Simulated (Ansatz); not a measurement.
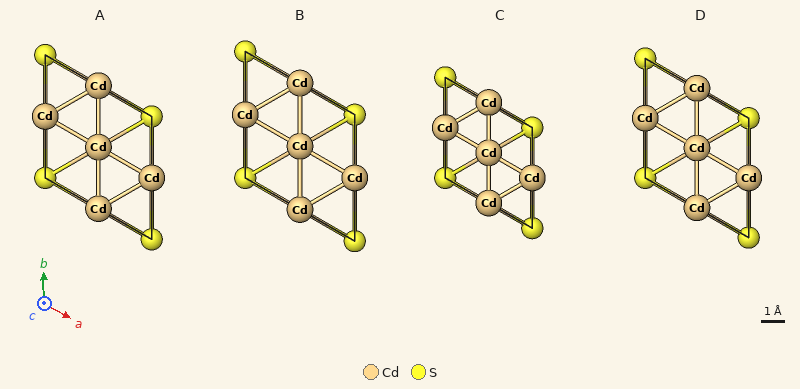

4 geometries from one relaxation of a crystal of Cd$_{3}$S$_{2}$ (a generated structure, set up in P6/mmm) (coarse preliminary run), in shuffled order. The picture is a ball-and-stick view of the cell of the calculation, seen along the c axis.

Method: DFT PBE, scalar-relativistic, plane waves, PAW in Ansatz. Settings: plane-wave cutoff 420 eV; k-point mesh 6 × 6 × 4; occupations gaussian; smearing width 0.1 eV; no spin polarisation; cell and atoms relaxed; force threshold 0.04 eV/Å; at most 70 steps.

Question: Order the frames from highest to lowest energy.

Answer: C, D, A, B. They are steps 0, 4, 7, 17, at +2325 meV per atom, +335 meV per atom, +185 meV per atom relative to the last. After 14 accepted moves (17 points after the start) the energy has fallen by 2325 meV per atom. Largest force component: 4.7 eV/Å at the start, 0.02 eV/Å at the end. Pressure: 61.31 GPa at the start and 0.15 GPa at the end. The line search rejected the trial step at point 10 of the run. At 2 points the geometry stayed and the basis and grid were re-selected for the new cell (energy shift of 50.2 meV per atom at most each time). The largest moves relative to the cell, 0.53 Å, are those of S atoms. Cd stays in place. The volume changes by +22.2 %, with a = b 4.462 → 5.613 Å (+25.8 %), c 6.763 → 5.222 Å (−22.8 %). Some distances before and after: S–S 4.076 → 2.097 Å, Cd–S 2.604 → 3.212 Å, Cd–Cd 2.231 → 2.806 Å, S–S 2.687 → 3.125 Å. New bonds form: S–S (4.08 → 2.10 Å). The space group stays P6/mmm (No. 191).
